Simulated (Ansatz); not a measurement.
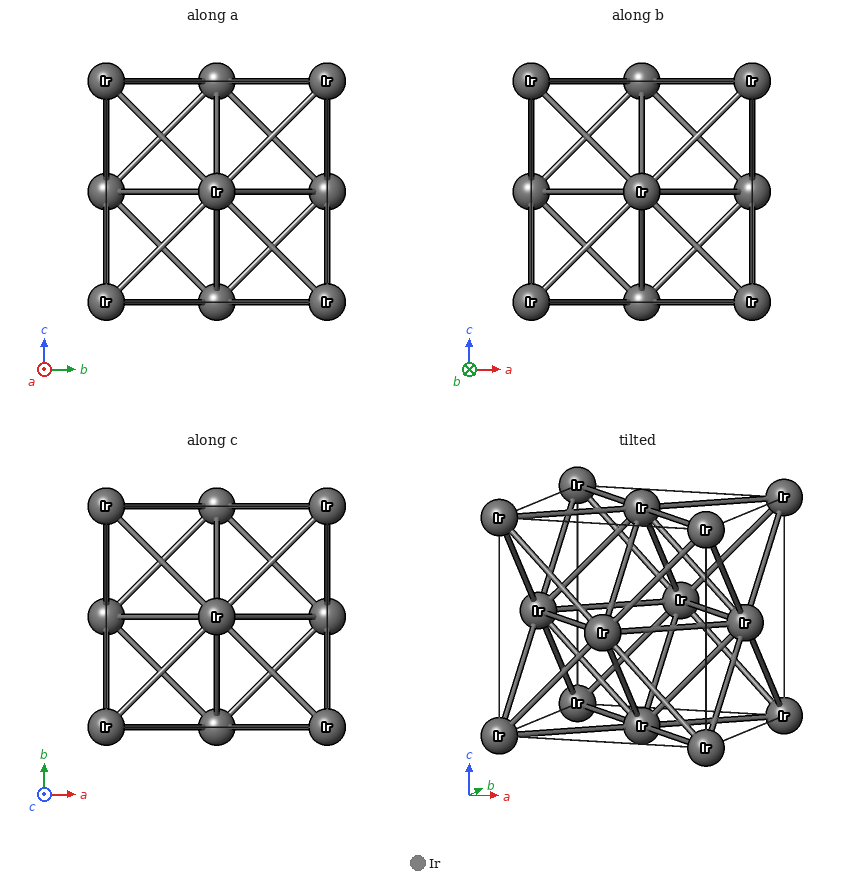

Ball-and-stick representation of a periodic structure, projected along the a axis, along the b axis, along the c axis and slightly off an axis. One conventional unit cell is framed, with atoms on its boundary repeated.

Lattice parameters: a = 3.830 Å, b = 3.830 Å, c = 3.830 Å, α = 90.00°, β = 90.00°, γ = 90.00°. Put a along x and b in the xy plane.

**Put the structure into a POSCAR file.**

```
Ir
1.0
     3.830    0.000    0.000
     0.000    3.830    0.000
     0.000    0.000    3.830
Ir
4
Direct
  0.0000 0.0000 0.0000
  0.0000 0.5000 0.5000
  0.5000 0.0000 0.5000
  0.5000 0.5000 0.0000
```

The initial geometry was the standard structure of this element. The cell was then strained or its atoms displaced on purpose. A calculation with Ansatz used it as input.
